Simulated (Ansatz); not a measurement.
Structure data:

```
Ir
1.0
     2.73696    0.00000    0.00000
    -1.36848    2.37028    0.00000
     0.00000    0.00000   23.93889
Ir
5
Direct
  0.66667 0.33333 0.31556
  0.33333 0.66667 0.40689
  0.00000 0.00000 0.50000
  0.66667 0.33333 0.59311
  0.33333 0.66667 0.68444
```

What crystal do these data define?

Answer. The element is iridium. The cell holds five atoms. Ir takes three kinds of site: 2d with nine Ir at 2.70 to 2.74 Å; 2d with twelve Ir in a cuboctahedral arrangement at 2.70 to 2.74 Å; 1b with twelve Ir in a cuboctahedral arrangement at 2.73 Å. The bonds build Ir layers parallel to (001).

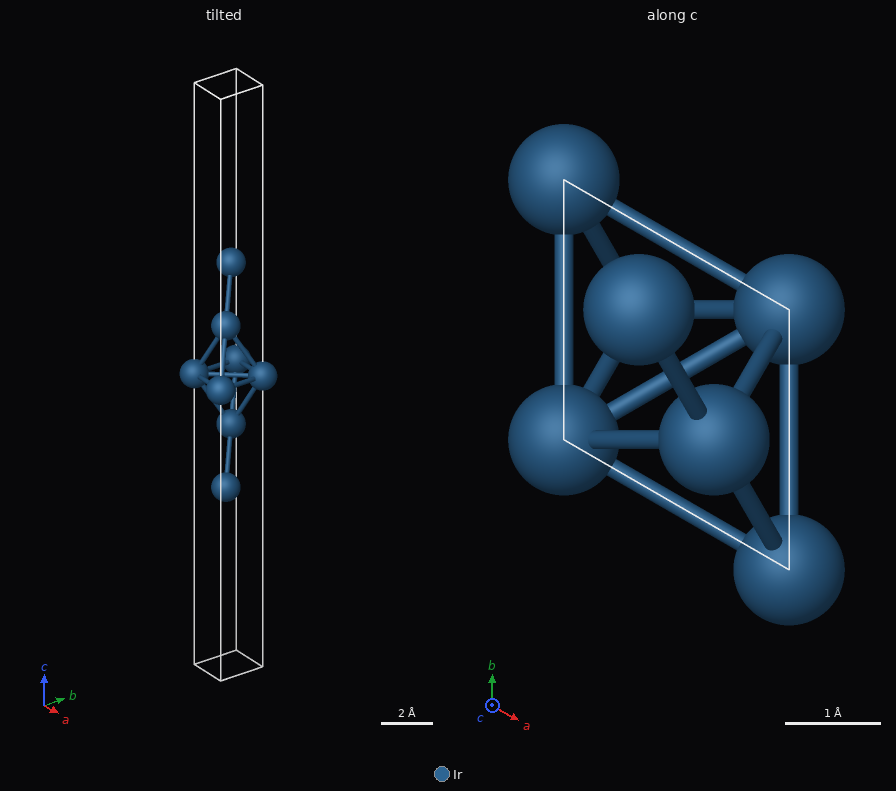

Shown here is a ball-and-stick view of the crystal, taken slightly off an axis and along the c axis. The parallelepiped is the simulation cell. Colours: iridium blue.

The structure was taken from a structure listed in the Materials Project, from which a slab was cut. The atoms were relaxed in a fixed cell with DFT PBE, scalar-relativistic, plane waves, PAW (Ansatz 0.2.0).
